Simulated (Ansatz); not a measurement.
Crystal: Be, the input geometry of an electronic-structure calculation (not necessarily at equilibrium); the starting structure was generated, so it need not be a known form of this composition.

```xyz
7
Lattice="3.9327 0.0000 0.0000 0.0000 3.9327 0.0000 0.0000 0.0000 3.9327" Properties=species:S:1:pos:R:3 pbc="T T T"
Be    1.9664    2.9372    0.0000
Be    0.0000    1.9664    0.9956
Be    2.9372    0.0000    1.9664
Be    1.9664    0.9956    0.0000
Be    0.0000    1.9664    2.9372
Be    0.9956    0.0000    1.9664
Be    1.9664    1.9664    1.9664
```

### What does its first Brillouin zone look like, and which path through it is standard?

It has a simple cubic lattice (cP; extended symbol cP1). The zone is a cube: 6 faces (6 with 4 edges), 12 edges, 8 vertices. Path: Γ–X–M–Γ–R–X | R–M–X₁.

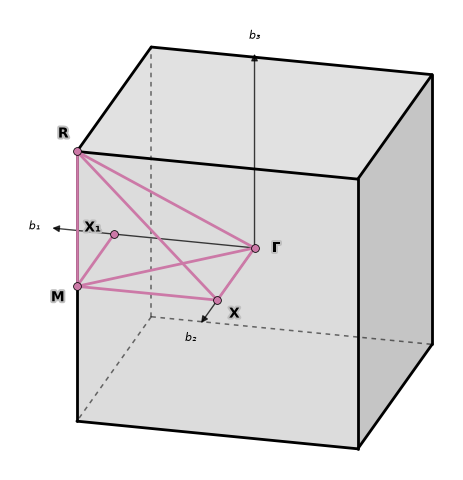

Labels and path follow the convention of Hinuma et al. (2017), as computed by seekpath; the arrows show the directions of the reciprocal primitive vectors b₁, b₂, b₃, in which coordinates are given; lengths include the factor 2π.

```
point   k₁   k₂   k₃  length of k (1/Å)
    Γ    0    0    0              0.000
    R  1/2  1/2  1/2              1.384
    M  1/2  1/2    0              1.130
    X    0  1/2    0              0.799
   X₁  1/2    0    0              0.799
```
